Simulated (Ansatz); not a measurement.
# Geometry relaxation, with input and output: W$_{3}$Si$_{2}$ (part 2 of 2)

W$_{3}$Si$_{2}$ (P4/mbm, 10 atoms in the cell); DFT PBE, scalar-relativistic, plane waves, PAW, no spin polarisation (Ansatz 0.2.0); cutoff 420 eV, 6×6×10 k-mesh, Gaussian smearing of 0.1 eV. The structure derives from a Materials Project entry.

Geometry of the input (Å; fractional positions):
```
6.6158  0.0000  0.0000
0.0000  6.6158  0.0000
0.0000  0.0000  3.3435
Si 0.1340  0.6340  0.0000
Si 0.8660  0.3660  0.0000
Si 0.6340  0.8660  0.0000
Si 0.3660  0.1340  0.0000
W  0.5000  0.5000  0.0000
W  0.0000  0.0000  0.0000
W  0.6598  0.1598  0.5000
W  0.3402  0.8402  0.5000
W  0.1598  0.3402  0.5000
W  0.8402  0.6598  0.5000
```

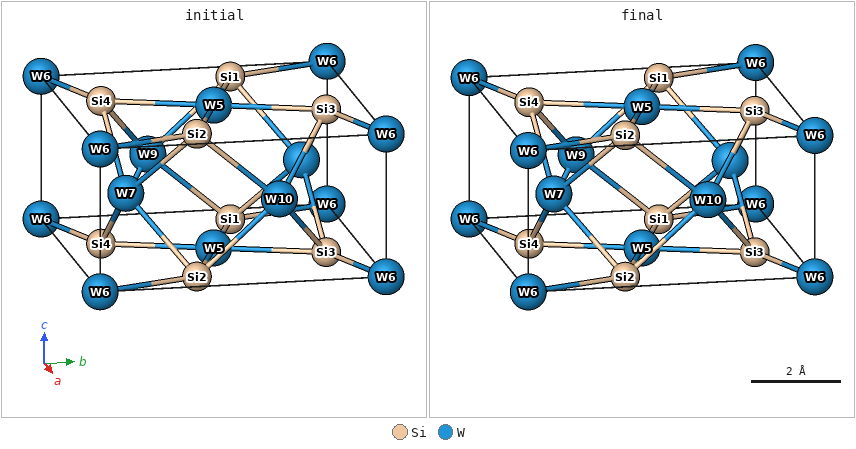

**Figure 1.** Before (left) and after (right) the relaxation, at one scale (ball-and-stick view of the cell of the calculation, seen slightly off an axis). Over 3 geometry steps the energy falls by 0.8 meV per atom. Largest force component: 0.011 eV/Å at the start, 0.0021 eV/Å at the end. Pressure: −1.21 GPa at the start and 0.00 GPa at the end. No atom moves by more than 0.005 Å relative to the cell. The volume changes by −0.5 %, with a = b 6.616 → 6.630 Å (+0.2 %), c 3.344 → 3.312 Å (−0.9 %). Among the contacts that change: Si1–Si2 2.507 → 2.517 Å, Si1–W10 2.570 → 2.562 Å, Si1–W8 2.553 → 2.546 Å, Si1–W5 2.579 → 2.583 Å. The space group stays P4/mbm (No. 127). A last SCF at the same geometry on a re-selected plane-wave basis shifts the energy by +0.0 meV per atom. (Atoms are counted from 1 in the order of the input.)

```
basis re-selected at this cell: Δ(F+E_penalty+E_count) = +2.529e-4 eV, ΔP = -0.001 GPa vs the last step (what re-selecting the basis moved, of the pressure what is left beyond the Pulay correction that the steps carried, after the strain that the cell walked since its last selection, with what the two solves' SCF thresholds leave and, on support functions, any second-order correction that the steps lacked; it is no measure of the basis error at this ecutwfc). This SCF's stress stands 2.07e-2 GPa from its target on what of the cell is left free (relax.cell.stress_tol is 5.00e-2 GPa) and its largest allowed force component is 2.12e-3 eV/Å (relax.f_tol is 5.00e-3 eV/Å): within both
SCF converged after 8 iterations
Free energy (F): -64852.044152 eV
Harris-Foulkes:  -64852.044152 eV  (|F-HF|=1.46e-11)
Internal energy: -64852.017835 eV  (E = F + TS)
E sigma→0 (E₀):  -64852.030994 eV
Entropy (-TS):   -0.026316 eV (-2.632 meV/atom)
Fermi energy:    19.273514 eV
--- Per-component energies (eV) ---
  E_band       = -585.635734
  E_kinetic    = 2887.205856
  E_local      = -4600.477889  (includes V_loc(G=0)·N_el)
  E_nonlocal   = 108.076185
  E_hartree    = 1707.548878
  E_xc         = -1831.425535
  E_vxc        = -1632.075478  (∫ρ·V_xc dr)
  E_paw        = -53428.460028  (= ΣΔE_a)
  E_vpaw       = -763.461817  (= ΣTr[D̂ρ^β])
  E_aug_tail   = -0.000347  (compensation charges beyond the density's cutoff)
  E_ewald      = -9694.484955
  E_smearing   = -0.026316  (= −TS)
  E_closure    = 0.000000  (closes the sum)
  Σ components = -64852.044152   (vs F -64852.044152, Δ=0.00e0)
--- Forces (eV/Å), atoms counted from 1 ---
  atom   1  Si    -0.00170986    -0.00170986    -0.00000000
  atom   2  Si     0.00170986     0.00170986     0.00000000
  atom   3  Si    -0.00170986     0.00170986    -0.00000000
  atom   4  Si     0.00170986    -0.00170986     0.00000000
  atom   5  W     -0.00000000     0.00000000     0.00000000
  atom   6  W     -0.00000000     0.00000000     0.00000000
  atom   7  W     -0.00211565    -0.00211565     0.00000000
  atom   8  W      0.00211565     0.00211565    -0.00000000
  atom   9  W     -0.00211565     0.00211565     0.00000000
  atom  10  W      0.00211565    -0.00211565    -0.00000000
  max |Σ_I F_I| component: 8.67e-18 eV/Å
--- Stress (GPa, compression-positive) ---
        0.010851      -0.000000      -0.000000
       -0.000000       0.010851      -0.000000
       -0.000000      -0.000000      -0.020678
  P = ⅓ Tr σ = 0.0003 GPa (0.003 kbar)
--- Band table (eV; the first three rows and the last of 60) ---
  k-point 0: bands = ["-55.0357", "-55.0294", "-55.0212", "-55.0212", "-54.7516", "-54.7490", "-19.5130", "-19.4605", "-19.4605", "-19.4393", "-19.3398", "-19.3103", "-19.2819", "-19.2753", "-19.2753", "-19.2658", "-19.2658", "-19.2494", "-18.9972", "-18.9972", "-18.9718", "-18.9251", "-18.8767", "-18.8767", "6.2360", "8.5912", "9.8761", "9.8761", "11.7803", "12.9160", "13.3214", "13.4602", "13.4602", "14.4136", "14.5180", "15.2844", "15.4462", "15.9728", "15.9728", "16.1483", "16.1483", "16.5124", "17.0926", "17.1992", "17.5779", "18.1307", "18.4054", "18.4054", "18.7015", "19.1408", "19.1408", "19.3749", "20.0383", "20.0938", "20.0938", "20.3882", "20.4495", "20.5614", "20.7398", "20.8131"]
  k-point 1: bands = ["-55.0349", "-55.0289", "-55.0208", "-55.0208", "-54.7512", "-54.7488", "-19.5106", "-19.4492", "-19.4492", "-19.4401", "-19.3504", "-19.3267", "-19.3035", "-19.3035", "-19.2972", "-19.2607", "-19.2607", "-19.2479", "-18.9855", "-18.9855", "-18.9658", "-18.9409", "-18.8862", "-18.8862", "6.4041", "8.6272", "9.9891", "9.9891", "11.9062", "12.9148", "13.3391", "13.5875", "13.5875", "14.4280", "14.4886", "15.0596", "15.5712", "15.5712", "15.6359", "16.2305", "16.2418", "16.2418", "16.3867", "17.1331", "18.2126", "18.3841", "18.3841", "18.5633", "18.7372", "18.7372", "18.9284", "19.8347", "19.8995", "19.9666", "19.9666", "20.2012", "20.5091", "20.5708", "20.8065", "20.8065"]
  k-point 2: bands = ["-55.0331", "-55.0277", "-55.0196", "-55.0196", "-54.7501", "-54.7484", "-19.5042", "-19.4433", "-19.4189", "-19.4189", "-19.3776", "-19.3678", "-19.3636", "-19.3636", "-19.3368", "-19.2523", "-19.2523", "-19.2440", "-18.9812", "-18.9622", "-18.9622", "-18.9517", "-18.9130", "-18.9130", "6.8913", "8.6941", "10.2990", "10.2990", "12.3010", "12.8456", "13.2446", "13.8797", "13.8797", "14.0137", "14.6758", "14.8009", "15.0196", "15.0196", "15.8174", "15.8910", "16.1265", "16.1265", "16.4354", "16.4858", "18.0179", "18.0179", "18.1276", "18.1276", "19.0874", "19.4481", "19.4800", "19.6554", "19.8048", "19.8094", "19.8094", "19.9518", "20.6800", "20.9411", "21.0334", "21.0334"]
  k-point 59: bands = ["-55.0264", "-55.0264", "-55.0164", "-55.0164", "-54.7472", "-54.7472", "-19.5309", "-19.5309", "-19.4543", "-19.4543", "-19.4196", "-19.4196", "-19.4154", "-19.4154", "-19.2646", "-19.2646", "-19.2341", "-19.2341", "-19.0115", "-19.0115", "-18.9833", "-18.9833", "-18.9276", "-18.9276", "9.2641", "9.2641", "10.2478", "10.2478", "11.9673", "11.9673", "13.8357", "13.8357", "14.2760", "14.2760", "14.5306", "14.5306", "15.1516", "15.1516", "15.2491", "15.2491", "15.9489", "15.9489", "16.1181", "16.1181", "16.2059", "16.2059", "19.0455", "19.0455", "20.2458", "20.2458", "20.5679", "20.5679", "20.6743", "20.6743", "20.9827", "20.9827", "21.3220", "21.3220", "21.3759", "21.3759"]
--- Relaxed structure (4 steps of the walk, 4 accepted, 1 SCFs on fresh bases) ---
  F+E_penalty+E_count = -64852.04415157 eV   max|allowed force component| = 2.116e-3 eV/Å   (the final SCF, on the basis selected at the relaxed cell)
  cell:  # Å, volume = 145.6009 Å³
    - [6.630034296714879, 7.4047615022502326e-34, -4.533527450357285e-34]
    - [7.4047615022502326e-34, 6.630034296714879, 1.1806061068638765e-34]
    - [3.054861395254321e-35, 5.966526162606097e-35, 3.312321382562635]
  atoms:
    - { symbol: Si, position: [0.13423298856801963, 0.6342329885680195, 1.4400531361454776e-36] }
    - { symbol: Si, position: [0.8657670114319803, 0.3657670114319803, -3.996147452803709e-35] }
    - { symbol: Si, position: [0.6342329885680195, 0.8657670114319803, -4.356160736840075e-35] }
    - { symbol: Si, position: [0.3657670114319803, 0.13423298856801963, -6.066223836012832e-35] }
    - { symbol: W, position: [0.49999999999999994, 0.49999999999999994, 9.189339075028338e-35] }
    - { symbol: W, position: [-9.832774299213633e-21, -6.964881795276582e-21, -3.68113582927188e-35] }
    - { symbol: W, position: [0.6595119696235064, 0.15951196962350658, 0.49999999999999994] }
    - { symbol: W, position: [0.3404880303764934, 0.8404880303764933, 0.49999999999999994] }
    - { symbol: W, position: [0.15951196962350658, 0.3404880303764934, 0.49999999999999994] }
    - { symbol: W, position: [0.8404880303764933, 0.6595119696235064, 0.49999999999999994] }
```

### Trajectory as extended XYZ (Å, eV, eV/Å), 5 frames, from step=1 to step=5
```
10
Lattice="6.6158 0.0000 0.0000 0.0000 6.6158 0.0000 0.0000 0.0000 3.3435" Properties=species:S:1:pos:R:3:forces:R:3 step=1 energy=-64852.03662 pressure_GPa=-1.21
Si    0.8865    4.1944    0.0000    0.0049   0.0049   0.0000
Si    5.7293    2.4214    0.0000   -0.0049  -0.0049   0.0000
Si    4.1944    5.7293    0.0000    0.0049  -0.0049   0.0000
Si    2.4214    0.8865    0.0000   -0.0049   0.0049   0.0000
W     3.3079    3.3079    0.0000    0.0000   0.0000   0.0000
W     0.0000    0.0000    0.0000    0.0000   0.0000   0.0000
W     4.3654    1.0575    1.6718   -0.0110  -0.0110   0.0000
W     2.2504    5.5584    1.6718    0.0110   0.0110   0.0000
W     1.0575    2.2504    1.6718   -0.0110   0.0110   0.0000
W     5.5584    4.3654    1.6718    0.0110  -0.0110   0.0000
10
Lattice="6.6196 0.0000 0.0000 0.0000 6.6196 0.0000 0.0000 0.0000 3.3064" Properties=species:S:1:pos:R:3:forces:R:3 step=2 energy=-64852.04176 pressure_GPa=1.22
Si    0.8874    4.1972    0.0000   -0.0071  -0.0071   0.0000
Si    5.7322    2.4224    0.0000    0.0071   0.0071   0.0000
Si    4.1972    5.7322    0.0000   -0.0071   0.0071   0.0000
Si    2.4224    0.8874    0.0000    0.0071  -0.0071   0.0000
W     3.3098    3.3098    0.0000    0.0000   0.0000   0.0000
W     0.0000    0.0000    0.0000    0.0000   0.0000   0.0000
W     4.3680    1.0582    1.6532   -0.0206  -0.0206   0.0000
W     2.2516    5.5614    1.6532    0.0206   0.0206   0.0000
W     1.0582    2.2516    1.6532   -0.0206   0.0206   0.0000
W     5.5614    4.3680    1.6532    0.0206  -0.0206   0.0000
10
Lattice="6.6275 0.0000 0.0000 0.0000 6.6275 0.0000 0.0000 0.0000 3.3139" Properties=species:S:1:pos:R:3:forces:R:3 step=3 energy=-64852.04435 pressure_GPa=0.07
Si    0.8893    4.2031    0.0000   -0.0029  -0.0029   0.0000
Si    5.7381    2.4244    0.0000    0.0029   0.0029   0.0000
Si    4.2031    5.7381    0.0000   -0.0029   0.0029   0.0000
Si    2.4244    0.8893    0.0000    0.0029  -0.0029   0.0000
W     3.3137    3.3137    0.0000    0.0000   0.0000   0.0000
W     0.0000    0.0000    0.0000    0.0000   0.0000   0.0000
W     4.3715    1.0578    1.6570   -0.0071  -0.0071   0.0000
W     2.2560    5.5697    1.6570    0.0071   0.0071   0.0000
W     1.0578    2.2560    1.6570   -0.0071   0.0071   0.0000
W     5.5697    4.3715    1.6570    0.0071  -0.0071   0.0000
10
Lattice="6.6300 0.0000 0.0000 0.0000 6.6300 0.0000 0.0000 0.0000 3.3123" Properties=species:S:1:pos:R:3:forces:R:3 step=4 energy=-64852.04440 pressure_GPa=0.00
Si    0.8900    4.2050    0.0000   -0.0017  -0.0017   0.0000
Si    5.7401    2.4250    0.0000    0.0017   0.0017   0.0000
Si    4.2050    5.7401    0.0000   -0.0017   0.0017   0.0000
Si    2.4250    0.8900    0.0000    0.0017  -0.0017   0.0000
W     3.3150    3.3150    0.0000    0.0000   0.0000   0.0000
W     0.0000    0.0000    0.0000    0.0000   0.0000   0.0000
W     4.3726    1.0576    1.6562   -0.0021  -0.0021   0.0000
W     2.2574    5.5725    1.6562    0.0021   0.0021   0.0000
W     1.0576    2.2574    1.6562   -0.0021   0.0021   0.0000
W     5.5725    4.3726    1.6562    0.0021  -0.0021   0.0000
10
Lattice="6.6300 0.0000 0.0000 0.0000 6.6300 0.0000 0.0000 0.0000 3.3123" Properties=species:S:1:pos:R:3:forces:R:3 step=5 energy=-64852.04415 pressure_GPa=0.00
Si    0.8900    4.2050    0.0000   -0.0017  -0.0017   0.0000
Si    5.7401    2.4250    0.0000    0.0017   0.0017   0.0000
Si    4.2050    5.7401    0.0000   -0.0017   0.0017   0.0000
Si    2.4250    0.8900    0.0000    0.0017  -0.0017   0.0000
W     3.3150    3.3150    0.0000    0.0000   0.0000   0.0000
W     0.0000    0.0000    0.0000    0.0000   0.0000   0.0000
W     4.3726    1.0576    1.6562   -0.0021  -0.0021   0.0000
W     2.2574    5.5725    1.6562    0.0021   0.0021   0.0000
W     1.0576    2.2574    1.6562   -0.0021   0.0021   0.0000
W     5.5725    4.3726    1.6562    0.0021  -0.0021   0.0000
```

### Key numbers

| quantity | value |
| --- | --- |
| outcome | converged |
| space group (tolerance 0.01 Å) | P4/mbm (127) |
| electrons treated | 100 |
| free energy | −64852.0442 eV |
| Fermi energy | 19.274 eV |
| gap on the k-point mesh | none (metallic) |
| pressure | 0.00 GPa |
| final volume | 145.60 Å³ |
| largest force (length of the vector) at the end | 0.003 eV/Å |
| final cell | a = 6.630 Å, b = 6.630 Å, c = 3.312 Å, α = 90.00°, β = 90.00°, γ = 90.00° |
| wall time | 2.9 min (CPU time 5.7 min) |
| peak memory | 0.73 GiB |

Spin–orbit coupling is left out, which matters for W.
